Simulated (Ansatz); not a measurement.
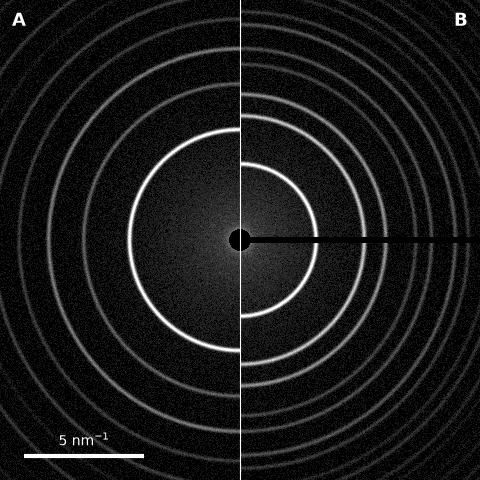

Simulated electron diffraction rings at 80 kV (λ = 0.0418 Å), scale in nm⁻¹ (radius = 1/d), for a fine-grained powder without texture. Kinematic intensities with B = 0.8 Å² for all atoms, without multiple scattering; brightness goes as intensity to the power 0.5, clipped at the top, with counting noise. Reflections closer than the ring width show as one ring. The left and right halves show two different samples, each scaled to its strongest ring.

Structure 1:
Space group Fd-3m:1 (No. 227). a = 5.462 Å, b = 5.462 Å, c = 5.462 Å, α = 90.00°, β = 90.00°, γ = 90.00°
```
atom  site  symmetry       x       y       z
  Rh    8b      -43m  0.2500  0.2500  0.7500
```

Structure 2:
```
Rh
1.0
     3.07277    0.00000    0.00000
     0.00000    3.07277    0.00000
     0.00000    0.00000    3.07277
Rh
2
Direct
  0.00000 0.00000 0.00000
  0.50000 0.50000 0.50000
```

Origins: 1, the end point of a relaxation with DFT, m-r2SCAN, plane waves (500 eV) with PAW, scalar-relativistic (Ansatz); the starting structure was generated, so it need not be a known form of this composition; 2, the input geometry of an electronic-structure calculation (not necessarily at equilibrium); the starting structure was generated, so it need not be a known form of this composition.

> Which structure gives which half?

Half A is structure 2 (Rh): 110 at 4.60 nm⁻¹ (d = 2.17 Å), 200 at 6.51 nm⁻¹ (d = 1.536 Å), 211 at 7.97 nm⁻¹ (d = 1.254 Å), 220 at 9.20 nm⁻¹ (d = 1.086 Å).
Half B is structure 1 (Rh): 111 at 3.17 nm⁻¹ (d = 3.15 Å), 220 at 5.18 nm⁻¹ (d = 1.931 Å), 311 at 6.07 nm⁻¹ (d = 1.647 Å), 400 at 7.32 nm⁻¹ (d = 1.366 Å).
